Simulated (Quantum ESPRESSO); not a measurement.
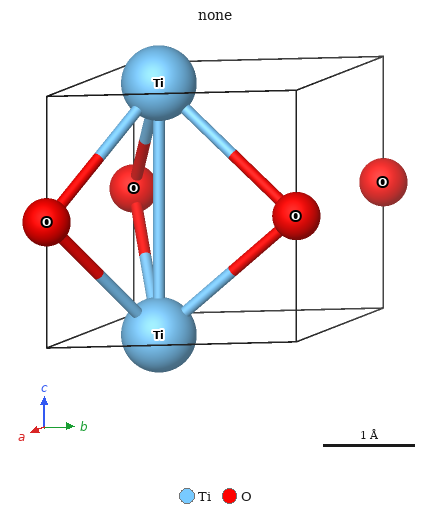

A crystal of TiO (set up in P-6m2), relaxed (cell and atoms) with several dispersion corrections. The picture shows the result with none. The picture is a ball-and-stick view of the cell of the calculation, seen slightly off an axis.

Computed with Quantum ESPRESSO 7.5: PBEsol, GBRV 1.5 PBEsol. Set-up: plane-wave cutoff 612.3 eV; k-point mesh 10 × 10 × 8; occupations fermi-dirac; smearing width 0.05 eV; optimiser BFGS; no spin polarisation.

```csv
dispersion correction,volume (Å³/atom),a (Å),c (Å)
none,9.425,2.790,2.796
D3(BJ),9.233,2.770,2.779
D4,?,?,?
D3,9.351,2.779,2.796
```

### One row is withheld. What does the calculation give there?

With D4 the volume falls between D3(BJ) (9.233) and D3 (9.351). The calculation gives 9.331 Å³/atom (a = 2.781 Å, c = 2.786 Å). In order of volume: D3(BJ) < D4 < D3 < none; the spread is 2.1 %.

Each member starts from this one structure; whether another phase lies lower wasn't checked.
